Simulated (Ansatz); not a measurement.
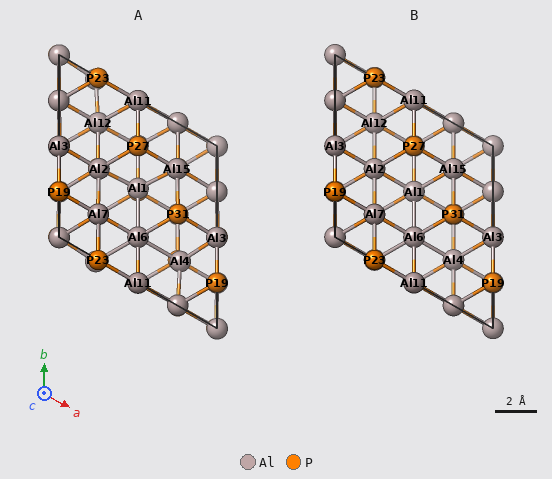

Two geometries of a defect cell of composition Al₁₇P₁₅, drawn at one scale. One is the start of a relaxation, the other its converged end. A ball-and-stick model of the cell of the calculation (origin shifted), seen along the c axis.

The calculation used Ansatz 0.2.0, DFT PBE, scalar-relativistic, plane waves, PAW. Settings: plane-wave cutoff 420 eV; k-point mesh 2 × 2 × 2; occupations gaussian; smearing width 0.01 eV; mesh shifted by (0.5, 0.5, 0.5); no spin polarisation; atoms relaxed in a fixed cell; force threshold 0.025 eV/Å; at most 45 steps.

**Which geometry has the lower energy?**

Structure A is the relaxed one. Case: Al on a P site (c), charge +0, atoms relaxed at the host's cell. The energy falls by 0.493 eV per cell of the calculation in 2 accepted moves (3 points after the start). The largest force component goes from 0.87 to 0.022 eV/Å. 1 step only repeated the SCF at the same geometry. The largest moves, 0.16 Å, are those of Al atoms. By element the largest moves are Al 0.16 Å, P 0.04 Å. The lattice vectors keep their values. Some distances before and after: Al–Al 2.385 → 2.546 Å, Al–P 2.385 → 2.371 Å. Bond angles that change, for instance: Al–P–Al 109.5° → 105.7°, Al–Al–P 109.5° → 106.2°, P–Al–P 109.5° → 112.5°. Cost: 24 s on 4 threads of Arm Neoverse V1, with other jobs on the host, peak memory 0.95 GiB.
